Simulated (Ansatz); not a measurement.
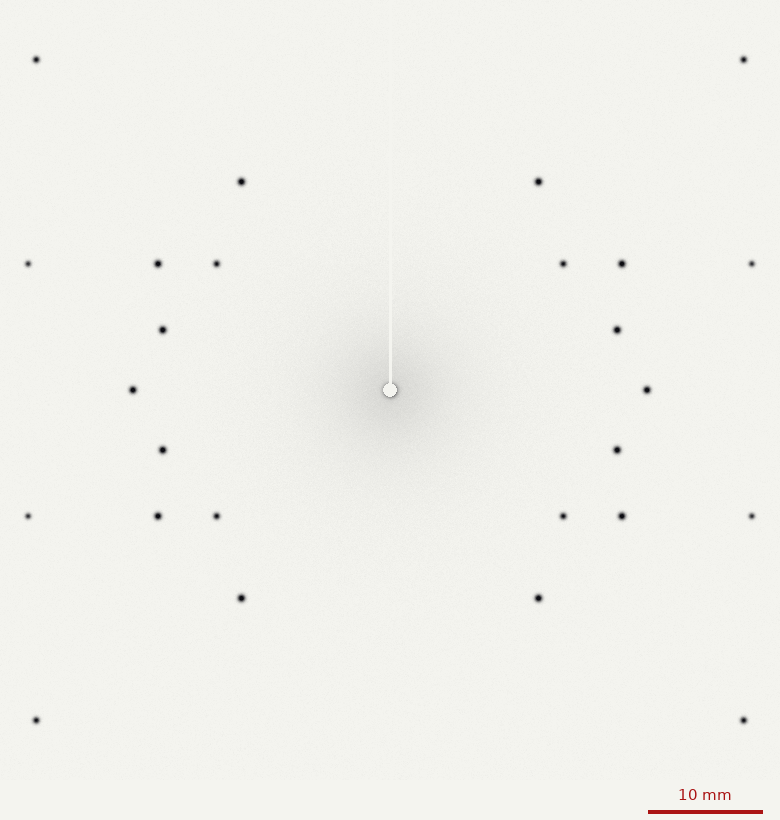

Simulated X-ray rotation photograph: Cu Kα radiation (λ = 1.5418 Å), cylindrical film of radius 30.0 mm unrolled, rotation axis vertical and normal to the beam, kinematic intensities without Lorentz or polarisation factors, the film spanning ±63° about the beam; spots down to d = 1.36 Å.

Measure the layer lines and find the identity period along the axis.

The first layer line lies 5.3 mm from the equator, so tan ν = 0.177, sin ν = 0.174 and the period is λ/sin ν = 8.84 Å. Further lines follow at 11.2, 18.4, 29.2 mm.

The crystal is Al, space group Pm-3n (No. 223), a = 5.102 Å. Structure: coordinates from a relaxation with DFT, PBEsol, plane waves (420 eV) with PAW, scalar-relativistic in Ansatz; the starting structure was generated, so it need not be a known form of this composition.

About which axis was it rotated?

About [111] (or an equivalent direction), whose length in the conventional cell is 8.837 Å.
